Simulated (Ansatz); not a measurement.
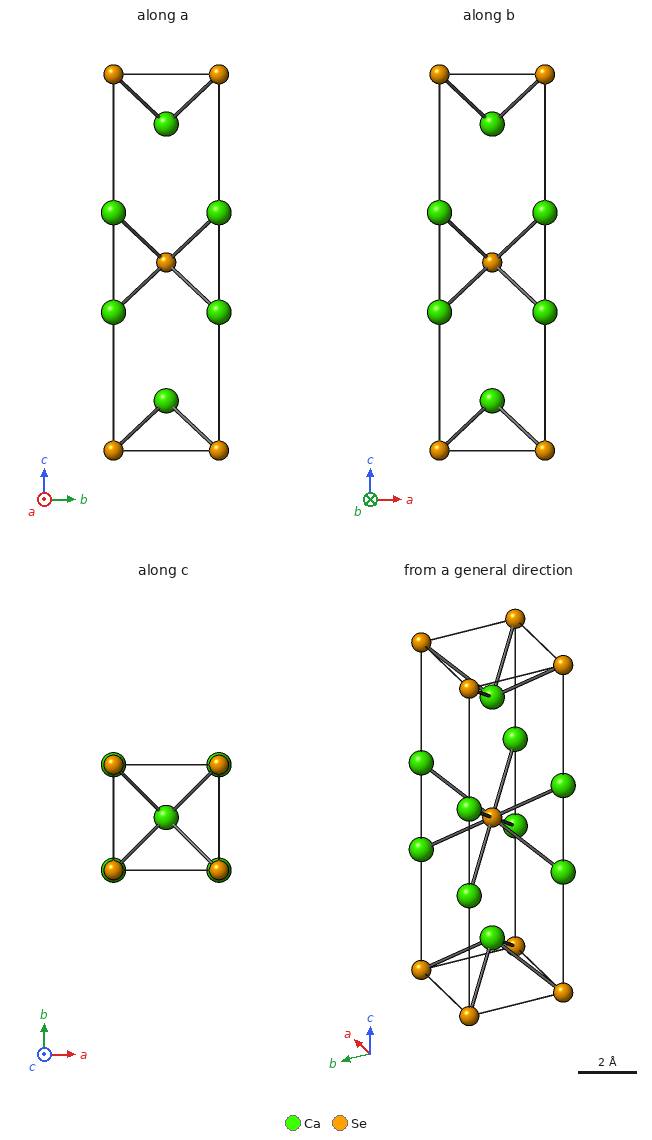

This ball-and-stick model is shown along the a axis, along the b axis, along the c axis and from a general direction. Lines trace the edges of the conventional unit cell.

Cell parameters: a = 3.69 Å, b = 3.69 Å, c = 13.16 Å, α = 90.00°, β = 90.00°, γ = 90.00°.

### What composition does the cell have?

Ca2Se. The cell holds 4 Ca, 2 Se, counting shared atoms by their share.

### Identify the Bravais lattice.

Body-centred tetragonal.

### Name the space group.

I4/mmm (No. 139), with Ca on 4e and Se on 2a.

### Describe the environment of the Se atoms.

Eight Ca in a cubic arrangement at about 3.1 Å.

### Describe the environment of the Ca atoms.

Each Ca has four Se at about 3.1 Å.

### Describe the bonded network.

The bonds build Ca2Se layers parallel to (001).

The structure comes from a textbook structure type filled with these elements (whether it is the usual form wasn't checked). The final geometry of a relaxation with DFT PBE, scalar-relativistic, plane waves, PAW in Ansatz 0.2.0 is shown.
